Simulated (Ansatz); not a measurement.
Run report: TiCo2, geometry relaxation (part 2 of 3)

The same run, continued: TiCo2 (Fd-3m, 6 atoms in the cell); DFT LDA, scalar-relativistic, plane waves, PAW, spin-polarised (Ansatz 0.2.0); cutoff 420 eV, 6×6×6 k-mesh, Gaussian smearing of 0.1 eV, collinear spins. The structure derives from an entry of the Crystallography Open Database.

Geometry of the input (Å; fractional positions):
```
0.0000  3.3520  3.3520
3.3520  0.0000  3.3520
3.3520  3.3520  0.0000
Ti 0.5000  0.5000  0.5000
Ti 0.7500  0.7500  0.7500
Co 0.1250  0.1250  0.1250
Co 0.6250  0.1250  0.1250
Co 0.1250  0.1250  0.6250
Co 0.1250  0.6250  0.1250
```

**What the program printed, continued**
```
relax step   2: F+E_penalty+E_count = -25154.09995379 eV  Δ(F+E_penalty+E_count) = -4.684e-1 eV  max|allowed force component| = 4.549e-17 eV/Å  Δτ_max = 0.0000 Å  P = -3.799 GPa  Ω = 69.371 Å³  energy of the carried Pulay correction = +6.837e-3 eV  (12 SCF iters, dr2 threshold 6.00e-7 eV, accepted)
Crystal: 6 atoms, lattice volume = 68.095 Å³
iter 1 solved again at ethr=1.23e-5 eV; its pass at ethr=3.10e-3 eV (dr2=1.13e-2 eV) is discarded
SCF iter   1: F=—  HF=-25154.109237 eV  |F-HF|=—  |Δ(HF+E_count)|=         —  Δρ=2.61e-3 (↑2.59e-3 ↓2.61e-3)  dr2=1.19e-2  dr2_m=5.33e-6  M=0.004 μB ∫|m|=0.005 μB  β_m=0.65  ethr=1.23e-5  ⟨swp⟩=1.0  Hψ=7002  notcnv=0
preconditioner: auto → Kerker (q_TF=auto, 2.243 Å⁻¹)  [metal: Δε(μ)=0.015 eV  Ē_g=10.496 eV  σ=0.100 eV  W_gap=0.08  n_scr=14 (ndim 8)  ℏωp=33.7 eV  f_vac=0.000  D(μ)=9.31/eV (n_scr^D=136)]
spin=Collinear: Kerker preconditioning applied to the charge; magnetization (m = ρ↑ − ρ↓) channel mixes plain (no charge-response kernel on spin).
SCF iter   2: F=—  HF=-25154.106417 eV  |F-HF|=—  |Δ(HF+E_count)|=   2.82e-3  Δρ=2.42e-3 (↑2.42e-3 ↓2.42e-3)  dr2=6.76e-3  dr2_m=7.88e-7  M=0.003 μB ∫|m|=0.004 μB  β_m=0.33  ethr=1.23e-5  ⟨swp⟩=2.0  Hψ=3525  notcnv=0
SCF iter   3: F=—  HF=-25154.107659 eV  |F-HF|=—  |Δ(HF+E_count)|=   1.24e-3  Δρ=4.84e-4 (↑4.84e-4 ↓4.44e-4)  dr2=2.02e-4  dr2_m=1.08e-6  M=0.003 μB ∫|m|=0.004 μB  β_m=0.56  ethr=7.35e-6  ⟨swp⟩=2.0  Hψ=2512  notcnv=0
SCF iter   4: F=—  HF=-25154.112333 eV  |F-HF|=—  |Δ(HF+E_count)|=   4.67e-3  Δρ=4.02e-4 (↑3.76e-4 ↓4.02e-4)  dr2=2.56e-4  dr2_m=2.40e-7  M=0.003 μB ∫|m|=0.003 μB  β_m=0.56  ethr=2.19e-7  ⟨swp⟩=2.0  Hψ=3290  notcnv=0
SCF iter   5: F=—  HF=-25154.113806 eV  |F-HF|=—  |Δ(HF+E_count)|=   1.47e-3  Δρ=1.72e-4 (↑1.39e-4 ↓1.72e-4)  dr2=6.58e-5  dr2_m=1.94e-7  M=0.002 μB ∫|m|=0.003 μB  β_m=0.74  ethr=2.19e-7  ⟨swp⟩=2.0  Hψ=3284  notcnv=0
SCF iter   6: F=—  HF=-25154.114062 eV  |F-HF|=—  |Δ(HF+E_count)|=   2.56e-4  Δρ=3.96e-5 (↑3.96e-5 ↓3.49e-5)  dr2=5.45e-6  dr2_m=1.83e-7  M=0.001 μB ∫|m|=0.002 μB  β_m=0.87  ethr=7.15e-8  ⟨swp⟩=2.0  Hψ=2530  notcnv=0
SCF iter   7: F=—  HF=-25154.114073 eV  |F-HF|=—  |Δ(HF+E_count)|=   1.11e-5  Δρ=1.59e-5 (↑1.59e-5 ↓6.58e-6)  dr2=4.04e-8  dr2_m=6.34e-8  M=0.001 μB ∫|m|=0.001 μB  β_m=0.92  ethr=5.93e-9  ⟨swp⟩=2.1  Hψ=2566  notcnv=0
SCF iter   8: F=—  HF=-25154.114074 eV  |F-HF|=—  |Δ(HF+E_count)|=   1.64e-7  Δρ=1.65e-5 (↑1.65e-5 ↓2.81e-6)  dr2=1.69e-7  dr2_m=4.49e-8  M=0.001 μB ∫|m|=0.001 μB  β_m=0.92  ethr=4.39e-11  ⟨swp⟩=2.0  Hψ=3304  notcnv=0
SCF iter   9: F=—  HF=-25154.114074 eV  |F-HF|=—  |Δ(HF+E_count)|=   7.79e-8  Δρ=9.12e-6 (↑3.53e-6 ↓9.12e-6)  dr2=4.69e-8  dr2_m=6.39e-9  M=0.000 μB ∫|m|=0.000 μB  β_m=0.96  ethr=4.39e-11  ⟨swp⟩=3.0  Hψ=3937  notcnv=0
SCF iter  10: F=—  HF=-25154.114074 eV  |F-HF|=—  |Δ(HF+E_count)|=   2.20e-7  Δρ=8.05e-6 (↑4.81e-6 ↓8.05e-6)  dr2=8.56e-8  dr2_m=1.77e-9  M=0.000 μB ∫|m|=0.000 μB  β_m=0.98  ethr=4.39e-11  ⟨swp⟩=2.0  Hψ=2479  notcnv=0
SCF iter  11: F=—  HF=-25154.114074 eV  |F-HF|=—  |Δ(HF+E_count)|=   1.58e-7  Δρ=1.70e-6 (↑1.26e-6 ↓1.70e-6)  dr2=1.01e-8  dr2_m=1.38e-10  M=0.000 μB ∫|m|=0.000 μB  β_m=0.96  ethr=4.39e-11  ⟨swp⟩=2.0  Hψ=3300  notcnv=0
SCF iter  12: F=—  HF=-25154.114074 eV  |F-HF|=—  |Δ(HF+E_count)|=   6.80e-9  Δρ=1.38e-6 (↑1.07e-6 ↓1.38e-6)  dr2=5.81e-9  dr2_m=2.12e-11  M=0.000 μB ∫|m|=0.000 μB  β_m=0.98  ethr=1.10e-11  ⟨swp⟩=2.0  Hψ=2429  notcnv=0
SCF iter  13: F=-25154.114074 eV  HF=-25154.114074 eV  |F-HF|=6.95e-8  |Δ(HF+E_count)|=   1.20e-8  Δρ=4.90e-6 (↑4.90e-6 ↓4.90e-6)  dr2=7.42e-8  dr2_m=1.03e-14  M=0.000 μB ∫|m|=0.000 μB  ethr=6.31e-12  ⟨swp⟩=1.0  Hψ=5466  notcnv=0
the starting moments were not kept: the SCF closed with an absolute magnetisation of 1.0e-6 μB, where they sum to 0.54 μB in size (6 sites). That is at most 0.1 of that sum. Measured as dr2_m measures the in/out step, that magnetisation stands 5.9e-13 eV from none, at or under the dr2_threshold of 6.0e-7 eV: it is no larger than a step whose dr2_m would equal this threshold.
SCF 3 converged in 13 iterations: F = -25154.114074 eV  dr2 = 7.42e-8
relax step   3: F+E_penalty+E_count = -25154.11407402 eV  Δ(F+E_penalty+E_count) = -1.412e-2 eV  max|allowed force component| = 6.746e-17 eV/Å  Δτ_max = 0.0000 Å  P = +0.716 GPa  Ω = 68.095 Å³  energy of the carried Pulay correction = +8.377e-3 eV  (13 SCF iters, dr2 threshold 6.00e-7 eV, accepted)
Crystal: 6 atoms, lattice volume = 68.294 Å³
iter 1 solved again at ethr=2.22e-7 eV; its pass at ethr=3.10e-3 eV (dr2=2.04e-4 eV) is discarded
SCF iter   1: F=—  HF=-25154.114133 eV  |F-HF|=—  |Δ(HF+E_count)|=         —  Δρ=4.10e-4 (↑4.08e-4 ↓4.10e-4)  dr2=2.95e-4  dr2_m=1.34e-7  M=-0.001 μB ∫|m|=0.001 μB  β_m=0.65  ethr=2.22e-7  ⟨swp⟩=2.0  Hψ=6878  notcnv=0
preconditioner: auto → Kerker (q_TF=auto, 2.239 Å⁻¹)  [metal: Δε(μ)=0.014 eV  Ē_g=10.428 eV  σ=0.100 eV  W_gap=0.08  n_scr=14 (ndim 8)  ℏωp=33.6 eV  f_vac=0.000  D(μ)=9.19/eV (n_scr^D=136)]
spin=Collinear: Kerker preconditioning applied to the charge; magnetization (m = ρ↑ − ρ↓) channel mixes plain (no charge-response kernel on spin).
SCF iter   2: F=—  HF=-25154.114066 eV  |F-HF|=—  |Δ(HF+E_count)|=   6.74e-5  Δρ=3.87e-4 (↑3.87e-4 ↓3.87e-4)  dr2=1.73e-4  dr2_m=2.07e-8  M=-0.001 μB ∫|m|=0.001 μB  β_m=0.33  ethr=2.22e-7  ⟨swp⟩=2.0  Hψ=3289  notcnv=0
SCF iter   3: F=—  HF=-25154.114099 eV  |F-HF|=—  |Δ(HF+E_count)|=   3.32e-5  Δρ=7.77e-5 (↑7.77e-5 ↓7.15e-5)  dr2=5.17e-6  dr2_m=2.78e-8  M=-0.001 μB ∫|m|=0.001 μB  β_m=0.56  ethr=1.88e-7  ⟨swp⟩=2.0  Hψ=2468  notcnv=0
SCF iter   4: F=—  HF=-25154.114221 eV  |F-HF|=—  |Δ(HF+E_count)|=   1.22e-4  Δρ=6.47e-5 (↑6.04e-5 ↓6.47e-5)  dr2=6.68e-6  dr2_m=6.16e-9  M=-0.000 μB ∫|m|=0.001 μB  β_m=0.56  ethr=5.62e-9  ⟨swp⟩=2.0  Hψ=3288  notcnv=0
SCF iter   5: F=—  HF=-25154.114257 eV  |F-HF|=—  |Δ(HF+E_count)|=   3.68e-5  Δρ=2.78e-5 (↑2.40e-5 ↓2.78e-5)  dr2=1.72e-6  dr2_m=2.71e-9  M=-0.000 μB ∫|m|=0.000 μB  β_m=0.72  ethr=5.62e-9  ⟨swp⟩=2.0  Hψ=2514  notcnv=0
SCF iter   6: F=—  HF=-25154.114264 eV  |F-HF|=—  |Δ(HF+E_count)|=   6.89e-6  Δρ=6.86e-6 (↑6.86e-6 ↓5.86e-6)  dr2=1.47e-7  dr2_m=3.81e-9  M=-0.000 μB ∫|m|=0.000 μB  β_m=0.86  ethr=1.87e-9  ⟨swp⟩=2.0  Hψ=3298  notcnv=0
SCF iter   7: F=-25154.114264 eV  HF=-25154.114265 eV  |F-HF|=4.52e-7  |Δ(HF+E_count)|=   3.54e-7  Δρ=1.26e-5 (↑1.26e-5 ↓1.16e-5)  dr2=4.76e-7  dr2_m=2.05e-10  M=-0.000 μB ∫|m|=0.000 μB  ethr=1.60e-10  ⟨swp⟩=2.0  Hψ=5175  notcnv=0
the starting moments were not kept: the SCF closed with an absolute magnetisation of 2.4e-4 μB, where they sum to 0.54 μB in size (6 sites). That is at most 0.1 of that sum. Measured as dr2_m measures the in/out step, that magnetisation stands 3.0e-8 eV from none, at or under the dr2_threshold of 6.0e-7 eV: it is no larger than a step whose dr2_m would equal this threshold.
SCF 4 converged in 7 iterations: F = -25154.114264 eV  dr2 = 4.76e-7
  greatest PAW one-centre occupation: 1.001 electrons in one spin orbital (limit 2), on the Co atom at site 2 (counted from 0), in its partial waves of l = 1
relax step   4: F+E_penalty+E_count = -25154.11426427 eV  Δ(F+E_penalty+E_count) = -1.902e-4 eV  max|allowed force component| = 5.243e-17 eV/Å  Δτ_max = 0.0000 Å  P = -0.017 GPa  Ω = 68.294 Å³  energy of the carried Pulay correction = +8.135e-3 eV  (7 SCF iters, dr2 threshold 6.00e-7 eV, accepted)
Initial wavefunctions: pseudopotential atomic-orbital guess (no wavefunctions were taken with the density)
iter 1 solved again at ethr=4.18e-7 eV; its pass at ethr=3.10e-3 eV (dr2=3.85e-4 eV) is discarded
SCF iter   1: F=—  HF=-25154.109481 eV  |F-HF|=—  |Δ(HF+E_count)|=         —  Δρ=3.59e-4 (↑3.59e-4 ↓3.57e-4)  dr2=1.35e-4  dr2_m=1.09e-9  M=-0.000 μB ∫|m|=0.000 μB  β_m=0.65  ethr=4.18e-7  ⟨swp⟩=3.0  Hψ=9531  notcnv=0
preconditioner: auto → Kerker (q_TF=auto, 2.240 Å⁻¹)  [metal: Δε(μ)=0.015 eV  Ē_g=10.431 eV  σ=0.100 eV  W_gap=0.08  n_scr=14 (ndim 8)  ℏωp=33.6 eV  f_vac=0.000  D(μ)=9.19/eV (n_scr^D=136)]
spin=Collinear: Kerker preconditioning applied to the charge; magnetization (m = ρ↑ − ρ↓) channel mixes plain (no charge-response kernel on spin).
SCF iter   2: F=—  HF=-25154.109491 eV  |F-HF|=—  |Δ(HF+E_count)|=   1.05e-5  Δρ=8.21e-5 (↑8.21e-5 ↓8.02e-5)  dr2=9.83e-6  dr2_m=7.31e-10  M=-0.000 μB ∫|m|=0.000 μB  β_m=0.61  ethr=1.47e-7  ⟨swp⟩=1.8  Hψ=2057  notcnv=0
SCF iter   3: F=—  HF=-25154.109511 eV  |F-HF|=—  |Δ(HF+E_count)|=   1.96e-5  Δρ=1.49e-5 (↑1.49e-5 ↓1.38e-5)  dr2=3.32e-7  dr2_m=3.32e-10  M=-0.000 μB ∫|m|=0.000 μB  β_m=0.58  ethr=1.07e-8  ⟨swp⟩=2.0  Hψ=3111  notcnv=0
SCF iter   4: F=—  HF=-25154.109514 eV  |F-HF|=—  |Δ(HF+E_count)|=   3.25e-6  Δρ=3.79e-5 (↑3.61e-5 ↓3.79e-5)  dr2=2.40e-6  dr2_m=5.21e-10  M=-0.000 μB ∫|m|=0.000 μB  β_m=0.58  ethr=3.61e-10  ⟨swp⟩=2.0  Hψ=3300  notcnv=0
SCF iter   5: F=—  HF=-25154.109519 eV  |F-HF|=—  |Δ(HF+E_count)|=   4.44e-6  Δρ=2.40e-5 (↑2.24e-5 ↓2.40e-5)  dr2=1.58e-6  dr2_m=4.52e-10  M=-0.000 μB ∫|m|=0.000 μB  β_m=0.79  ethr=3.61e-10  ⟨swp⟩=2.0  Hψ=3300  notcnv=0
SCF iter   6: F=—  HF=-25154.109524 eV  |F-HF|=—  |Δ(HF+E_count)|=   5.43e-6  Δρ=2.69e-5 (↑2.55e-5 ↓2.69e-5)  dr2=1.61e-6  dr2_m=3.15e-10  M=-0.000 μB ∫|m|=0.000 μB  β_m=0.90  ethr=3.61e-10  ⟨swp⟩=2.1  Hψ=2755  notcnv=0
SCF iter   7: F=—  HF=-25154.109527 eV  |F-HF|=—  |Δ(HF+E_count)|=   2.61e-6  Δρ=1.40e-5 (↑1.29e-5 ↓1.40e-5)  dr2=3.94e-7  dr2_m=1.95e-10  M=-0.000 μB ∫|m|=0.000 μB  β_m=0.95  ethr=3.61e-10  ⟨swp⟩=2.2  Hψ=3310  notcnv=0
SCF iter   8: F=—  HF=-25154.109527 eV  |F-HF|=—  |Δ(HF+E_count)|=   6.12e-7  Δρ=1.08e-6 (↑7.57e-7 ↓1.08e-6)  dr2=1.83e-9  dr2_m=1.36e-10  M=-0.000 μB ∫|m|=0.000 μB  β_m=0.97  ethr=3.61e-10  ⟨swp⟩=3.0  Hψ=3395  notcnv=0
SCF iter   9: F=-25154.109527 eV  HF=-25154.109527 eV  |F-HF|=2.00e-10  |Δ(HF+E_count)|=   5.40e-9  Δρ=3.80e-7 (↑2.88e-7 ↓3.80e-7)  dr2=2.57e-10  dr2_m=1.51e-11  M=-0.000 μB ∫|m|=0.000 μB  ethr=1.99e-12  ⟨swp⟩=2.0  Hψ=5224  notcnv=0
the starting moments were not kept: the SCF closed with an absolute magnetisation of 6.4e-5 μB, where they sum to 0.54 μB in size (6 sites). That is at most 0.1 of that sum. Measured as dr2_m measures the in/out step, that magnetisation stands 2.1e-9 eV from none, at or under the dr2_threshold of 6.0e-9 eV: it is no larger than a step whose dr2_m would equal this threshold.
SCF 5 converged in 9 iterations: F = -25154.109527 eV  dr2 = 2.57e-10
relax step   5: F+E_penalty+E_count = -25154.10952737 eV  Δ(F+E_penalty+E_count) = +4.737e-3 eV  max|allowed force component| = 5.647e-17 eV/Å  Δτ_max = 0.0000 Å  P = -0.142 GPa  Ω = 68.294 Å³  stress off target by 1.42e-1 GPa  SCF on the basis re-selected at this cell (its energy is not comparable with the rows above)  (9 SCF iters)
```

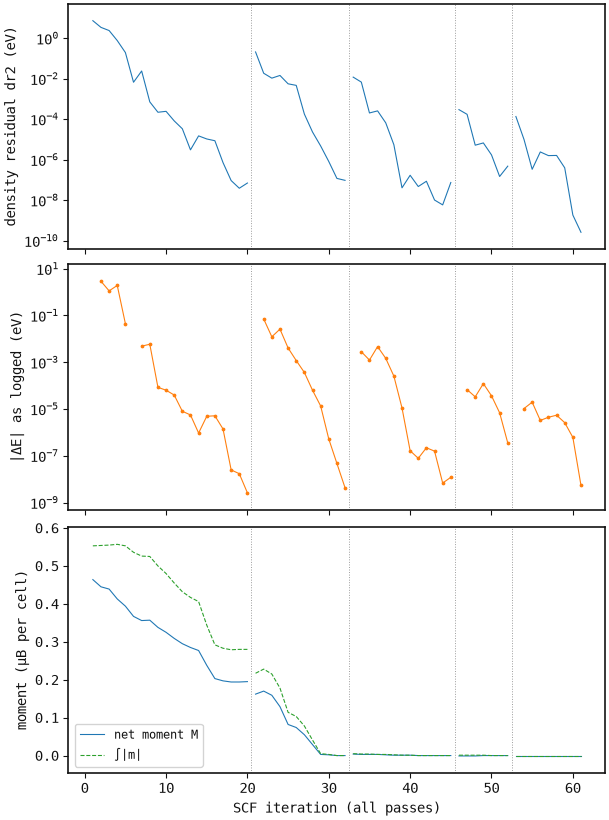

Convergence of the self-consistent field: density residual dr2, size of the energy change and magnetic moment against the SCF iteration. The dotted lines part the SCF passes of the relaxation: geometry steps, rejected trials and re-solves on a re-selected basis. The 5 passes take 7 to 20 iterations each, 61 in all. The net moment goes from 0.5 to 0.0 μB per cell, and ∫|m| falls to zero.

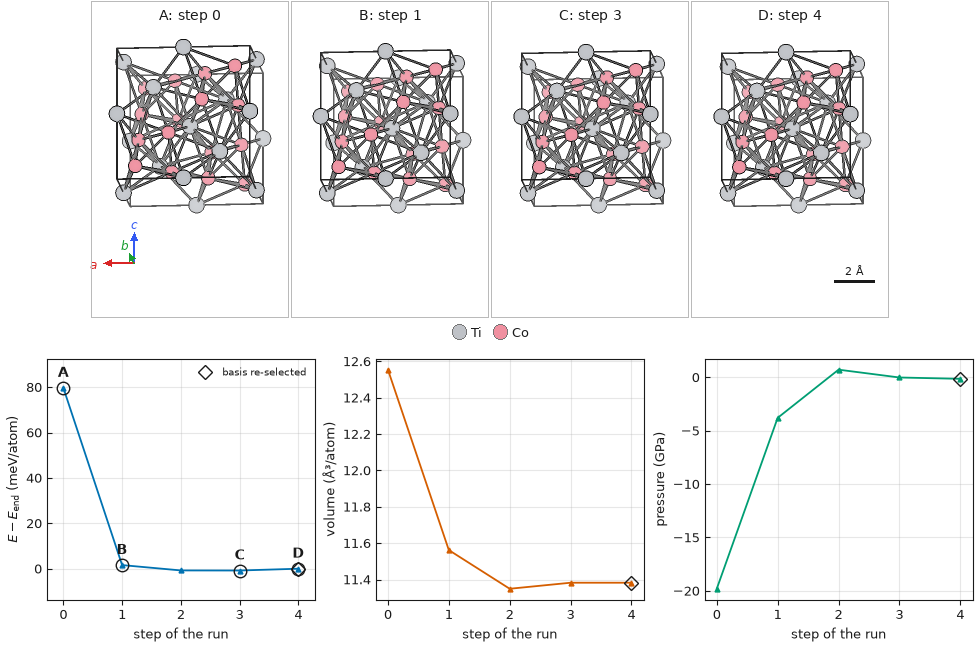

Frames of the relaxation (ball-and-stick view of the cell 4 times as large as that of the calculation, set on its symmetry axes, seen at an oblique angle) above the curves, on which the letters mark them (the first geometry is step 0 here and step 1 in the log).

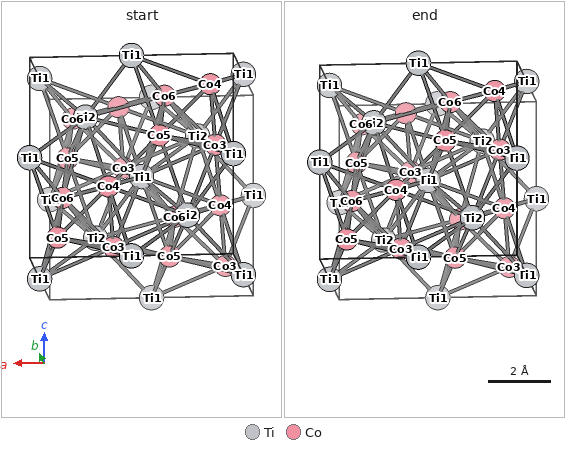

Before (left) and after (right) the relaxation, at one scale (ball-and-stick view of the cell 4 times as large as that of the calculation, set on its symmetry axes, seen at an oblique angle). The atoms keep their places relative to the cell (all moves are under 0.005 Å). The drawn cell changes as follows: a = b = c 6.704 → 6.489 Å (−3.2 %); the volume changes by −9.3 %. Distances before and after: Ti1–Ti2 2.903 → 2.810 Å, Ti1–Co3 2.779 → 2.690 Å, Co3–Co4 2.370 → 2.294 Å. The space group stays Fd-3m (No. 227). Over 3 geometry steps the energy falls by 80.4 meV per atom. All forces vanish by symmetry, so only the cell relaxes. The pressure goes from −19.80 to −0.14 GPa. A last SCF at the same geometry on a re-selected plane-wave basis shifts the energy by +0.8 meV per atom. (Atoms are counted from 1 in the order of the input.)
